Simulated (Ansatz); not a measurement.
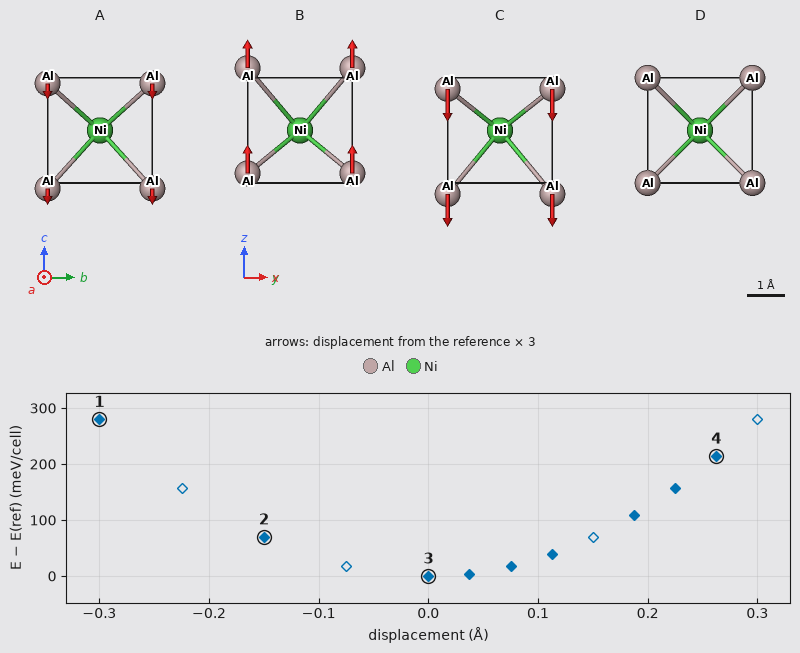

A scan of a crystal of AlNi (P4/mmm): the whole Al sublattice is shifted rigidly, along Cartesian [0 0 1], all else fixed. The frames are shuffled; the numbered points of the plot belong to them. Hollow markers are points alike by symmetry, not computed again. A ball-and-stick model of the cell of the calculation, seen along the a axis. Red arrows: displacements from the reference.

Method: DFT PBEsol, scalar-relativistic, plane waves, PAW in Ansatz. Set-up: plane-wave cutoff 420 eV; k-point mesh 20 × 20 × 20; occupations gaussian; smearing width 0.15 eV; no spin polarisation. Energies (free energies at the smearing named) are counted from the relaxed crystal.

Which frame belongs to which numbered point?

Answer. Point 1 is frame C (the displacement −0.30 Å, 279.8 meV/cell); 2 is frame A (the displacement −0.15 Å, 70.0 meV/cell); 3 is frame D (the displacement 0.00 Å, 0.0 meV/cell); 4 is frame B (the displacement 0.2625 Å, 214.3 meV/cell). Of the computed points the lowest is at the displacement 0.00 Å, 0.0 meV/cell. The curvature at zero is about 6.2 eV/Å² per cell. The well is symmetric. At the highest point the shortest interatomic distance is 2.32 Å, against 2.48 Å in the reference. The distortion takes the space group from P4/mmm to P4mm.
